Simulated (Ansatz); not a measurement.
# SiO2: geometry relaxation (part 2 of 2)

SiO2 (Fddd, 12 atoms in the cell); DFT LDA, scalar-relativistic, plane waves, PAW, no spin polarisation (Ansatz 0.2.0); cutoff 420 eV, 6×6×6 k-mesh, Gaussian smearing of 0.02 eV. The structure derives from a Materials Project entry.

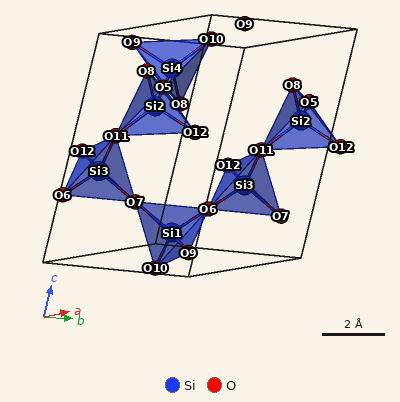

Figure 1. The geometry at step 4 of the log (polyhedral view of the reduced cell, seen at an oblique angle; polyhedra are completed across the faces of the cell; atoms are numbered from 1 in the order of the input).

```
basis re-selected at this cell: Δ(F+E_penalty+E_count) = +5.932e-4 eV, ΔP = -0.003 GPa vs the last step (what re-selecting the basis moved, of the pressure what is left beyond the Pulay correction that the steps carried, after the strain that the cell walked since its last selection, with what the two solves' SCF thresholds leave and, on support functions, any second-order correction that the steps lacked; it is no measure of the basis error at this ecutwfc). This SCF's stress stands 1.17e-2 GPa from its target on what of the cell is left free (relax.cell.stress_tol is 5.00e-2 GPa) and its largest allowed force component is 3.01e-4 eV/Å (relax.f_tol is 5.00e-3 eV/Å): within both
SCF converged after 5 iterations
Free energy (F): -6890.673488 eV
Harris-Foulkes:  -6890.673488 eV  (|F-HF|=6.37e-11)
Internal energy: -6890.673488 eV  (E = F + TS)
E sigma→0 (E₀):  -6890.673488 eV
Fermi energy:    4.357729 eV
--- Per-component energies (eV) ---
  E_band       = -338.764166
  E_kinetic    = 1603.813175
  E_local      = -4249.283223  (includes V_loc(G=0)·N_el)
  E_nonlocal   = 502.565903
  E_hartree    = 1531.318654
  E_xc         = -803.053039
  E_vxc        = -939.756621  (∫ρ·V_xc dr)
  E_paw        = -3132.865774  (= ΣΔE_a)
  E_vpaw       = -318.762199  (= ΣTr[D̂ρ^β])
  E_aug_tail   = 0.021342  (compensation charges beyond the density's cutoff)
  E_ewald      = -2344.303220
  E_core_change = 1.112695  (= ΣΔE_core)
  E_smearing   = -0.000000  (= −TS)
  E_closure    = 0.000000  (closes the sum)
  Σ components = -6890.673488   (vs F -6890.673488, Δ=0.00e0)
--- Forces (eV/Å), atoms counted from 1 ---
  atom   1  Si    -0.00000000    -0.00000000    -0.00030064
  atom   2  Si     0.00000000     0.00000000    -0.00030064
  atom   3  Si     0.00000000     0.00000000     0.00030064
  atom   4  Si    -0.00000000    -0.00000000     0.00030064
  atom   5  O      0.00000000     0.00000000     0.00000000
  atom   6  O      0.00000000     0.00000000    -0.00000000
  atom   7  O      0.00000000    -0.00000000    -0.00000000
  atom   8  O      0.00000000     0.00000000     0.00000000
  atom   9  O      0.00000000     0.00009443     0.00000000
  atom  10  O     -0.00000000    -0.00009443     0.00000000
  atom  11  O      0.00000000     0.00009443    -0.00000000
  atom  12  O     -0.00000000    -0.00009443     0.00000000
  max |Σ_I F_I| component: 5.42e-20 eV/Å
--- Stress (GPa, compression-positive) ---
       -0.011747       0.000000      -0.000000
        0.000000      -0.005963      -0.000000
       -0.000000      -0.000000      -0.000695
  P = ⅓ Tr σ = -0.0061 GPa (-0.061 kbar)
--- Band table (eV; the first three rows and the last of 46) ---
  k-point 0: bands = ["-17.6640", "-16.6931", "-16.6927", "-15.5462", "-15.5006", "-15.4065", "-15.3865", "-15.3777", "-8.1080", "-6.2535", "-5.3250", "-4.4037", "-4.2641", "-3.8538", "-3.6037", "-3.4008", "-1.6457", "-1.1442", "-1.1329", "-1.0960", "-0.8808", "-0.6510", "-0.5803", "-0.2359", "-0.1923", "-0.0786", "0.3717", "0.7634", "0.9434", "1.1232", "1.5380", "1.5582", "7.1573", "9.6988", "9.7070", "10.1104", "10.1614", "11.2145", "11.5836", "11.8540", "12.6196", "13.1400", "13.2180", "13.8207"]
  k-point 1: bands = ["-17.5688", "-16.8090", "-16.5466", "-15.6392", "-15.5200", "-15.4440", "-15.4141", "-15.4054", "-7.8568", "-6.3778", "-5.4193", "-4.3367", "-4.0813", "-3.8568", "-3.6965", "-3.4373", "-1.6789", "-1.4800", "-1.0893", "-1.0474", "-0.7231", "-0.5494", "-0.4480", "-0.3263", "-0.2310", "-0.1500", "0.4972", "0.7541", "0.8678", "1.1316", "1.4130", "1.4795", "7.6123", "9.9396", "10.0361", "10.1450", "10.4767", "11.1490", "11.5479", "12.0148", "12.1294", "12.6885", "12.8615", "13.3358"]
  k-point 2: bands = ["-17.3215", "-16.8452", "-16.4826", "-15.9597", "-15.5344", "-15.4734", "-15.4561", "-15.4231", "-7.3557", "-6.4619", "-5.6043", "-4.3968", "-4.1357", "-3.7331", "-3.6087", "-3.4431", "-1.7349", "-1.6763", "-1.1693", "-0.9800", "-0.8916", "-0.6605", "-0.3919", "-0.2766", "-0.1706", "0.2432", "0.4736", "0.6460", "0.8319", "1.1531", "1.2729", "1.3091", "8.6772", "10.3598", "10.4975", "10.6993", "10.8176", "11.0877", "11.4493", "11.6127", "11.8981", "12.1992", "12.8200", "13.1806"]
  k-point 45: bands = ["-17.3998", "-17.3998", "-15.8360", "-15.8360", "-15.5239", "-15.5239", "-15.3817", "-15.3817", "-7.4221", "-7.4221", "-4.3307", "-4.3307", "-4.2480", "-4.2480", "-3.6473", "-3.6473", "-1.4310", "-1.4310", "-0.8402", "-0.8402", "-0.7323", "-0.7323", "-0.5516", "-0.5516", "-0.2311", "-0.2311", "0.7597", "0.7597", "0.9258", "0.9258", "1.4048", "1.4048", "8.3073", "8.3073", "10.1622", "10.1622", "10.6673", "10.6673", "11.6278", "11.6278", "12.4648", "12.4648", "13.6154", "13.6154"]
--- Relaxed structure (5 steps of the walk, 5 accepted, 2 SCFs on fresh bases) ---
  F+E_penalty+E_count = -6890.67348769 eV   max|allowed force component| = 3.006e-4 eV/Å   (the final SCF, on the basis selected at the relaxed cell)
  cell:  # Å, volume = 161.9450 Å³
    - [3.304621821579605e-18, 4.698727797199616, 7.341864200324477]
    - [2.347204073378783, 3.0987788596741964e-34, 7.341864200324477]
    - [2.347204073378783, 4.698727797199616, 1.0590465366948972e-18]
  atoms:
    - { symbol: Si, position: [0.5630813671805375, 0.5630813671805377, 0.9369186328194624] }
    - { symbol: Si, position: [0.3130813671805376, 0.3130813671805376, 0.6869186328194624] }
    - { symbol: Si, position: [0.6869186328194623, 0.6869186328194623, 0.3130813671805377] }
    - { symbol: Si, position: [0.9369186328194623, 0.9369186328194625, 0.5630813671805376] }
    - { symbol: O, position: [0.625, 0.12499999999999994, 0.625] }
    - { symbol: O, position: [0.625, 0.625, 0.125] }
    - { symbol: O, position: [0.6250000000000001, 0.6249999999999999, 0.625] }
    - { symbol: O, position: [0.1250000000000001, 0.6249999999999999, 0.6249999999999999] }
    - { symbol: O, position: [0.18564300856716076, 0.8143569914328392, 0.18564300856716076] }
    - { symbol: O, position: [0.8143569914328391, 0.18564300856716087, 0.814356991432839] }
    - { symbol: O, position: [0.4356430085671609, 0.06435699143283907, 0.435643008567161] }
    - { symbol: O, position: [0.06435699143283918, 0.4356430085671608, 0.06435699143283918] }
```

## Trajectory as extended XYZ (Å, eV, eV/Å), 7 frames, from step=1 to step=7
```
12
Lattice="0.0000 4.7163 7.3628 2.3596 0.0000 7.3628 2.3596 4.7163 0.0000" Properties=species:S:1:pos:R:3:forces:R:3 step=1 energy=-6890.66393 pressure_GPa=-1.72
Si    3.5394    7.0744    8.2939    0.0000   0.0000  -0.0735
Si    2.3596    4.7163    4.6125    0.0000   0.0000  -0.0735
Si    2.3596    4.7163   10.1131    0.0000   0.0000   0.0735
Si    3.5394    7.0744   13.7944    0.0000   0.0000   0.0735
O     1.7697    5.8953    5.5221    0.0000   0.0000   0.0000
O     1.7697    3.5372    9.2035    0.0000   0.0000   0.0000
O     2.9495    5.8953    9.2035    0.0000   0.0000   0.0000
O     2.9495    3.5372    5.5221    0.0000   0.0000   0.0000
O     2.3596    1.7597    7.3628    0.0000   0.0715   0.0000
O     2.3596    7.6728    7.3628    0.0000  -0.0715   0.0000
O     1.1798    4.1179    3.6814    0.0000   0.0715   0.0000
O     1.1798    0.5984    3.6814    0.0000  -0.0715   0.0000
12
Lattice="0.0000 4.7079 7.3526 2.3551 0.0000 7.3526 2.3551 4.7079 0.0000" Properties=species:S:1:pos:R:3:forces:R:3 step=2 energy=-6890.67442 pressure_GPa=-0.87
Si    3.5327    7.0618    8.2816    0.0000   0.0000  -0.0439
Si    2.3551    4.7079    4.6053    0.0000   0.0000  -0.0439
Si    2.3551    4.7079   10.1000    0.0000   0.0000   0.0439
Si    3.5327    7.0618   13.7763    0.0000   0.0000   0.0439
O     1.7664    5.8848    5.5145    0.0000   0.0000   0.0000
O     1.7664    3.5309    9.1908    0.0000   0.0000   0.0000
O     2.9439    5.8848    9.1908    0.0000   0.0000   0.0000
O     2.9439    3.5309    5.5145    0.0000   0.0000   0.0000
O     2.3551    1.7545    7.3526    0.0000   0.0240   0.0000
O     2.3551    7.6612    7.3526    0.0000  -0.0240   0.0000
O     1.1776    4.1084    3.6763    0.0000   0.0240   0.0000
O     1.1776    0.5994    3.6763    0.0000  -0.0240   0.0000
12
Lattice="0.0000 4.6990 7.3423 2.3496 0.0000 7.3423 2.3496 4.6990 0.0000" Properties=species:S:1:pos:R:3:forces:R:3 step=3 energy=-6890.68137 pressure_GPa=0.05
Si    3.5244    7.0486    8.2688    0.0000   0.0000  -0.0013
Si    2.3496    4.6990    4.5977    0.0000   0.0000  -0.0013
Si    2.3496    4.6990   10.0868    0.0000   0.0000   0.0013
Si    3.5244    7.0486   13.7580    0.0000   0.0000   0.0013
O     1.7622    5.8738    5.5067    0.0000   0.0000   0.0000
O     1.7622    3.5243    9.1778    0.0000   0.0000   0.0000
O     2.9370    5.8738    9.1778    0.0000   0.0000   0.0000
O     2.9370    3.5243    5.5067    0.0000   0.0000   0.0000
O     2.3496    1.7483    7.3423    0.0000  -0.0248   0.0000
O     2.3496    7.6498    7.3423    0.0000   0.0248   0.0000
O     1.1748    4.0978    3.6711    0.0000  -0.0248   0.0000
O     1.1748    0.6013    3.6711    0.0000   0.0248   0.0000
12
Lattice="0.0000 4.6998 7.3419 2.3482 0.0000 7.3419 2.3482 4.6998 0.0000" Properties=species:S:1:pos:R:3:forces:R:3 step=4 energy=-6890.68190 pressure_GPa=-0.01
Si    3.5224    7.0497    8.2683    0.0000   0.0000  -0.0042
Si    2.3482    4.6998    4.5974    0.0000   0.0000  -0.0042
Si    2.3482    4.6998   10.0865    0.0000   0.0000   0.0042
Si    3.5224    7.0497   13.7575    0.0000   0.0000   0.0042
O     1.7612    5.8747    5.5065    0.0000   0.0000   0.0000
O     1.7612    3.5248    9.1774    0.0000   0.0000   0.0000
O     2.9353    5.8747    9.1774    0.0000   0.0000   0.0000
O     2.9353    3.5248    5.5065    0.0000   0.0000   0.0000
O     2.3482    1.7457    7.3419    0.0000   0.0019   0.0000
O     2.3482    7.6539    7.3419    0.0000  -0.0019   0.0000
O     1.1741    4.0956    3.6710    0.0000   0.0019   0.0000
O     1.1741    0.6042    3.6710    0.0000  -0.0019   0.0000
12
Lattice="0.0000 4.6998 7.3419 2.3482 0.0000 7.3419 2.3482 4.6998 0.0000" Properties=species:S:1:pos:R:3:forces:R:3 step=5 energy=-6890.67351 pressure_GPa=-0.09
Si    3.5224    7.0497    8.2683    0.0000   0.0000  -0.0043
Si    2.3482    4.6998    4.5974    0.0000   0.0000  -0.0043
Si    2.3482    4.6998   10.0865    0.0000   0.0000   0.0043
Si    3.5224    7.0497   13.7575    0.0000   0.0000   0.0043
O     1.7612    5.8747    5.5065    0.0000   0.0000   0.0000
O     1.7612    3.5248    9.1774    0.0000   0.0000   0.0000
O     2.9353    5.8747    9.1774    0.0000   0.0000   0.0000
O     2.9353    3.5248    5.5065    0.0000   0.0000   0.0000
O     2.3482    1.7457    7.3419    0.0000   0.0018   0.0000
O     2.3482    7.6539    7.3419    0.0000  -0.0018   0.0000
O     1.1741    4.0956    3.6710    0.0000   0.0018   0.0000
O     1.1741    0.6042    3.6710    0.0000  -0.0018   0.0000
12
Lattice="0.0000 4.6987 7.3419 2.3472 0.0000 7.3419 2.3472 4.6987 0.0000" Properties=species:S:1:pos:R:3:forces:R:3 step=6 energy=-6890.67408 pressure_GPa=-0.00
Si    3.5208    7.0481    8.2681    0.0000   0.0000  -0.0003
Si    2.3472    4.6987    4.5972    0.0000   0.0000  -0.0003
Si    2.3472    4.6987   10.0865    0.0000   0.0000   0.0003
Si    3.5208    7.0481   13.7575    0.0000   0.0000   0.0003
O     1.7604    5.8734    5.5064    0.0000   0.0000   0.0000
O     1.7604    3.5240    9.1773    0.0000   0.0000   0.0000
O     2.9340    5.8734    9.1773    0.0000   0.0000   0.0000
O     2.9340    3.5240    5.5064    0.0000   0.0000   0.0000
O     2.3472    1.7446    7.3419    0.0000   0.0001   0.0000
O     2.3472    7.6529    7.3419    0.0000  -0.0001   0.0000
O     1.1736    4.0939    3.6709    0.0000   0.0001   0.0000
O     1.1736    0.6048    3.6709    0.0000  -0.0001   0.0000
12
Lattice="0.0000 4.6987 7.3419 2.3472 0.0000 7.3419 2.3472 4.6987 0.0000" Properties=species:S:1:pos:R:3:forces:R:3 step=7 energy=-6890.67349 pressure_GPa=-0.01
Si    3.5208    7.0481    8.2681    0.0000   0.0000  -0.0003
Si    2.3472    4.6987    4.5972    0.0000   0.0000  -0.0003
Si    2.3472    4.6987   10.0865    0.0000   0.0000   0.0003
Si    3.5208    7.0481   13.7575    0.0000   0.0000   0.0003
O     1.7604    5.8734    5.5064    0.0000   0.0000   0.0000
O     1.7604    3.5240    9.1773    0.0000   0.0000   0.0000
O     2.9340    5.8734    9.1773    0.0000   0.0000   0.0000
O     2.9340    3.5240    5.5064    0.0000   0.0000   0.0000
O     2.3472    1.7446    7.3419    0.0000   0.0001   0.0000
O     2.3472    7.6529    7.3419    0.0000  -0.0001   0.0000
O     1.1736    4.0939    3.6709    0.0000   0.0001   0.0000
O     1.1736    0.6048    3.6709    0.0000  -0.0001   0.0000
```

The run was set up as follows.

## The input
```yaml
crystal:
  lattice:
    - [0.0, 4.71625711, 7.3627753715]
    - [2.3595806657, 0.0, 7.3627753715]
    - [2.3595806657, 4.71625711, 0.0]
  atoms:
    - { symbol: Si, position: [0.56323108, 0.56323108, 0.93676892] }
    - { symbol: Si, position: [0.31323108, 0.31323108, 0.68676892] }
    - { symbol: Si, position: [0.68676892, 0.68676892, 0.31323108] }
    - { symbol: Si, position: [0.93676892, 0.93676892, 0.56323108] }
    - { symbol: O, position: [0.625, 0.125, 0.625] }
    - { symbol: O, position: [0.625, 0.625, 0.125] }
    - { symbol: O, position: [0.625, 0.625, 0.625] }
    - { symbol: O, position: [0.125, 0.625, 0.625] }
    - { symbol: O, position: [0.1865604, 0.8134396, 0.1865604] }
    - { symbol: O, position: [0.8134396, 0.1865604, 0.8134396] }
    - { symbol: O, position: [0.4365604, 0.0634396, 0.4365604] }
    - { symbol: O, position: [0.0634396, 0.4365604, 0.0634396] }
basis:
  ecutwfc: 420
kpoints:
  mp_grid: { grid: [6, 6, 6] }
hamiltonian:
  xc: lda
scf:
  occupations: { method: gaussian, width: 0.02 }
output:
  forces: true
  stress: true
  eigenvalues: true
relax:
  adjacent_minimum: "off"
  f_tol: 0.005
  max_steps: 80
  cell: { stress_tol: 0.05 }
```

Run as:
```bash
ansatz run input.yaml --threads 2 --pin off --max-ram 5120MiB --backend cpu --events-out ev --progress --plain --runs-dir out
```

## Results in brief

- outcome: converged
- space group (tolerance 0.01 Å): Fddd (70)
- electrons treated: 64
- free energy: −6890.6735 eV
- Fermi energy: 4.358 eV
- gap on the k-point mesh: 5.60 eV
- pressure: −0.01 GPa
- final volume: 161.94 Å³
- largest force (length of the vector) at the end: under 0.001 eV/Å
- final cell: a = 8.717 Å, b = 7.708 Å, c = 5.252 Å, α = 82.18°, β = 61.17°, γ = 36.65°
- hardware: 2 threads of Intel Xeon (Granite Rapids), 32 GiB of memory available, shared host
- wall time: 36 s (CPU time 70 s)
- peak memory: 0.64 GiB
